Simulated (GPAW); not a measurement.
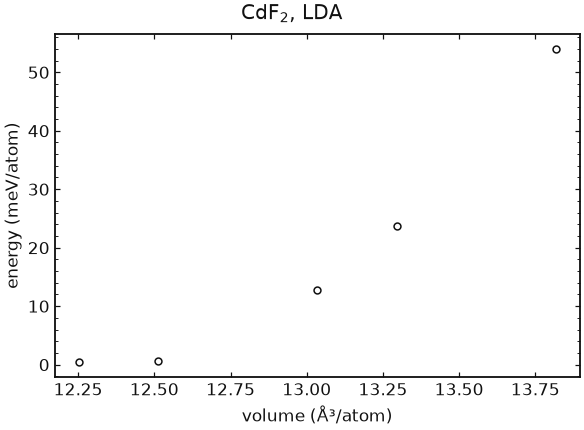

The picture above shows the energy against volume for CdF₂, space group Fm-3m (No. 225).

Cell as given: a = 3.810 Å, b = 3.810 Å, c = 3.810 Å, α = 60.00°, β = 60.00°, γ = 60.00°; 3 atoms.

Method: PAW DFT in plane waves, on a grid or in atomic orbitals, no spin polarisation; energies at scaled volumes of the given cell, shape and fractions fixed, counted from the fit's minimum, third-order Birch-Murnaghan fit (GPAW 26.7.0). Level: LDA.

k mesh 9×9×9; occupations Fermi–Dirac; smearing width 0.05 eV; potentials GPAW PAW data sets (gpaw data 1.2.1); wave cutoff 800 eV; program settings basis pw.

The points at volume 12.77 Å³/atom and 13.56 Å³/atom are left out of the plot. What values does the calculation give there?

```
volume (Å³/atom)  energy (meV/atom)
           12.77               4.80
           13.56              37.59
```
